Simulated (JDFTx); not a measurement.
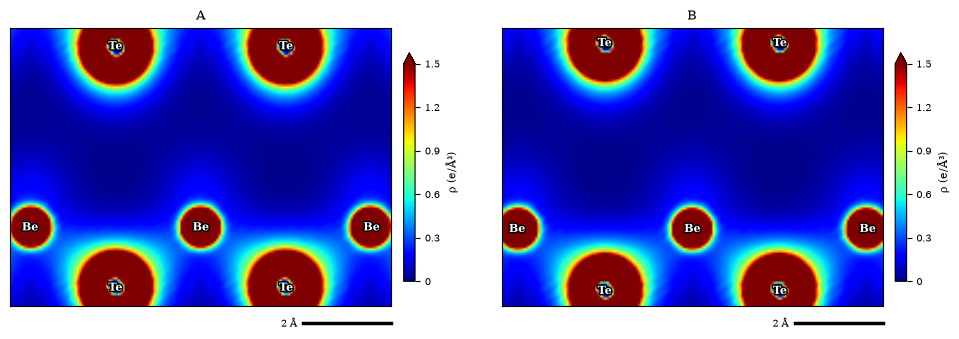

BeTe. The valence pseudo-density of two cells that differ in size, on the (011̄) plane of each (indices in the axes of the calculation cell), at one length scale and on one colour scale: B has 22.5 Å³ an atom and A 20.8.

All numbers below come from Kohn-Sham DFT of a periodic cell, r2SCAN, SG15-PBE-1.2 (JDFTx).

In a pseudopotential calculation such maps are meaningful between the atoms, not at the nuclei.

The larger cell:

```xyz
2
Lattice="0.0000 2.8243 2.8243 2.8243 0.0000 2.8243 2.8243 2.8243 0.0000" Properties=species:S:1:pos:R:3 pbc="T T T"
Te    4.2365    4.2365    4.2365
Be    0.0000    0.0000    0.0000
```

The smaller cell: a = 3.891 Å, b = 3.891 Å, c = 3.891 Å, α = 60.00°, β = 60.00°, γ = 60.00°.

### What changes from the larger cell to the smaller?

From the larger cell to the smaller, Be–Te goes from 2.45 to 2.38 Å, and the density at its midpoint from 0.51 to 0.56 e/Å³; the pressure goes from −0.6 to 4.8 GPa; the Kohn–Sham gap goes from 2.5 eV to 2.3 eV.
